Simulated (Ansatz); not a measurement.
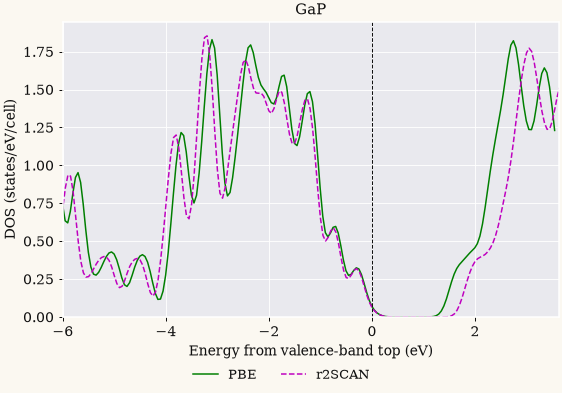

Total densities of states of GaP, space group R3m, 2 atoms in the cell, zincblende type, shear (111) strain +2.0%, by two methods on the same cell. The curves are built from the levels of the k mesh with Gaussians 0.3 eV wide, which also blur the band edges. Each is counted from its own valence-band top.

How do the methods compare?

PBE gives a gap of 1.50 eV and r2SCAN gives a gap of 1.84 eV.

Settings. PBE: DFT, PBE, plane waves, PAW, no spin polarisation, 8×8×8 k mesh, 420 eV cutoff, Fermi-Dirac smearing of 0.02 eV (Ansatz). r2SCAN: DFT, r2SCAN, plane waves, PAW, no spin polarisation, 8×8×8 k mesh, 500 eV cutoff (Ansatz 0.2.0).
